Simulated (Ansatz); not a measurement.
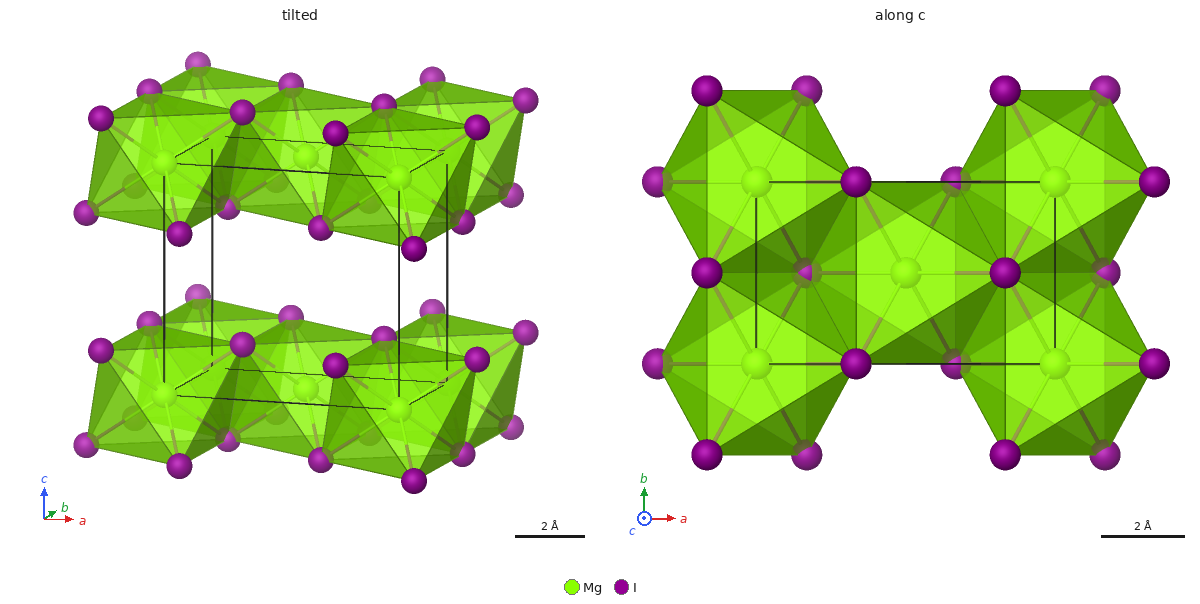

Polyhedral drawing of the structure, looking slightly off an axis and along the c axis. The wireframe shows the conventional unit cell. A few atoms beyond the faces are included.

MgI$_{2}$, space group C2/m (No. 12), a = 7.201 Å, b = 4.393 Å, c = 6.873 Å, α = 90.00°, β = 90.00°, γ = 90.00°. Origin of the cell: a structure type filled with these elements by a generator (whether the compound takes this form wasn't checked). The cell was then strained or its atoms displaced on purpose. It went into a calculation with Ansatz.

This one geometry was computed with Ansatz (DFT, plane waves, PAW) at three levels of theory: r2SCAN, HSE06 and PBE.

> How does the band gap change with the level of theory?

PBE: a gap of 3.18 eV, indirect; r2SCAN: a gap of 3.77 eV, indirect; HSE06: a gap of 4.12 eV, indirect.

> Collect the results in a table.

| level | cutoff (eV) | k-mesh of the run's cell | gap (eV) | pressure (GPa) |
| --- | --- | --- | --- | --- |
| r2SCAN | 500 | 12×12×4 | 3.77 | -0.5 |
| HSE06 | 420 | 6×6×4 | 4.12 | -0.7 |
| PBE | 420 | 12×12×4 | 3.18 | 0.0 |

Gaps are taken on the k-mesh or band path of each run.
